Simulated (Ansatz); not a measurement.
ZrO2

The calculation's input:

```
crystal:
  lattice:
    - [3.7296305081, 0.0, 0.0]
    - [0.0, 3.7296305081, 0.0]
    - [0.0, 0.0, 5.4409110043]
  atoms:
    - { symbol: Zr, position: [0.0, 0.0, 0.0] }
    - { symbol: Zr, position: [0.5, 0.5, 0.5] }
    - { symbol: O, position: [0.0, 0.5, 0.3161029112] }
    - { symbol: O, position: [0.0, 0.5, 0.8161029112] }
    - { symbol: O, position: [0.5, 0.0, 0.6838970888] }
    - { symbol: O, position: [0.5, 0.0, 0.1838970888] }
basis:
  ecutwfc: 420
kpoints:
  mp_grid: { grid: [6, 6, 4] }
hamiltonian:
  xc: pbe
scf:
  occupations: { method: gaussian, width: 0.02 }
output:
  forces: true
  stress: true
  eigenvalues: true
  write_density: true
  write_potential: true
  elf: true
  volumetric_format: npy
relax:
  adjacent_minimum: "off"
  f_tol: 0.008
  max_steps: 40
```

Run with:

```sh
ansatz run input.yaml --threads 1 --pin off --max-ram 2560MiB --backend cpu --events-out ev --progress --plain --runs-dir out
```

Below, planes, directions and counts refer to the conventional cell (a = 3.73 Å, b = 3.73 Å, c = 5.44 Å, α = 90.00°, β = 90.00°, γ = 90.00°).

The fields are those of the relaxed geometry.

Space group P4₂/nmc; a structure from a database of computed crystals, not necessarily the ambient phase; changed on purpose from its base cell (equal strain along all axes, cell held, atoms relaxed: +3.0 %); computed pressure about −12 GPa in this cell.

Method: Ansatz, DFT PBE, scalar-relativistic, plane waves, PAW.

Predict the valence pseudo-density and electron localisation function between the atoms.

Zr–O (2.09 Å): ρ is about 0.69 e/Å³ halfway; the ELF peaks at about 0.85 in the valence shell of O, 0.6 Å from its nucleus, and drops to about 0.25 between the two atoms (no shared electron pair shows on this line).

Does the calculation make it a metal, or give it a gap?

It is gapped, with a Kohn–Sham gap of 3.8 eV on the k-point mesh (the band edges may lie off the mesh, which would make the gap smaller).

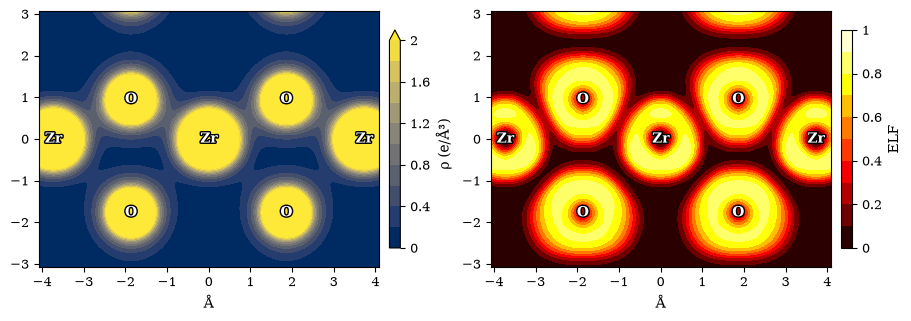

Computed valence pseudo-density and electron localisation function on the (100) plane of the conventional cell, in this order. 

Core electrons are frozen (PAW), and the valence fields are smoothed inside the atomic spheres.
